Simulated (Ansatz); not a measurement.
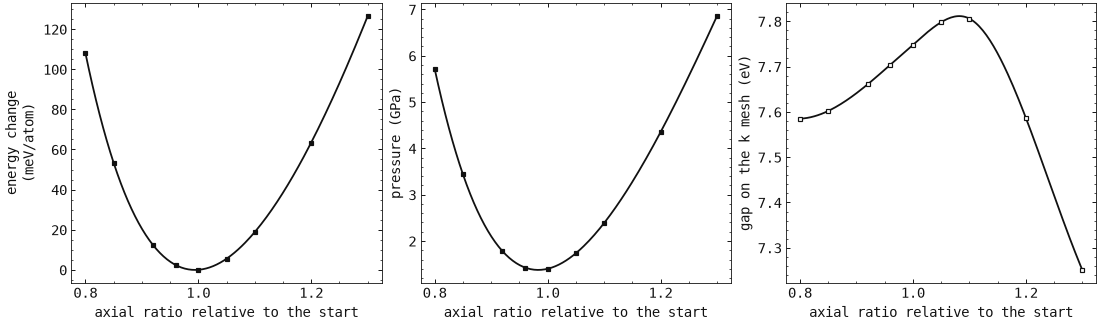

Plotted: energy change, pressure and gap on the k mesh against relative axial ratio for LiF, space group P6_3mc (No. 186).

Starting cell:
```
CELL_PARAMETERS angstrom
3.06094 0.00000 0.00000
-1.53047 2.65085 0.00000
0.00000 0.00000 4.80732
ATOMIC_POSITIONS crystal
Li 0.33333 0.66667 0.38115
Li 0.66667 0.33333 0.88115
F 0.33333 0.66667 0.99384
F 0.66667 0.33333 0.49384
```

Calculation (Ansatz 0.2.0): deformation of a crystal at fixed volume, lengths along the axis scaled against those across it, fractional coordinates fixed, by plane-wave density functional theory with PAW datasets, free energies less that of the undisturbed cell, pressure positive in compression; scalar-relativistic. Level: PBEsol, no spin polarisation.

```json
{"setting": "wave cutoff", "value": "420 eV"}
{"setting": "k mesh", "value": "9×9×6"}
{"setting": "occupations", "value": "Gaussian"}
{"setting": "smearing width", "value": "0.05 eV"}
{"setting": "k shift", "value": "(0, 0, 0) (mesh steps)"}
{"setting": "start", "value": "as given"}
{"setting": "path", "value": "axial"}
{"setting": "axis direction", "value": "(0, 0, 1) (Cartesian unit vector)"}
```

Where does the curve of the energy change have its lowest point?

Answer. The lowest computed point is at relative axial ratio 1.00 (0 meV/atom), and no other minimum shows.

How does the pressure vary with relative axial ratio?

Answer. It goes from 5.717 GPa at relative axial ratio 0.80 to 6.855 GPa at 1.30, not monotonically, with a low of 1.400 GPa at 1.00.

How does the gap on the k mesh respond?

Answer. It stays open and runs from 7.585 eV at relative axial ratio 0.80 to 7.251 eV at 1.30, with its largest value, 7.806 eV, at 1.10.

Note: odd k mesh can miss points on the zone edge; reference crystal is not relaxed; shape and atomic fractions are frozen while scaling, which makes layered, chain and framework solids too stiff.
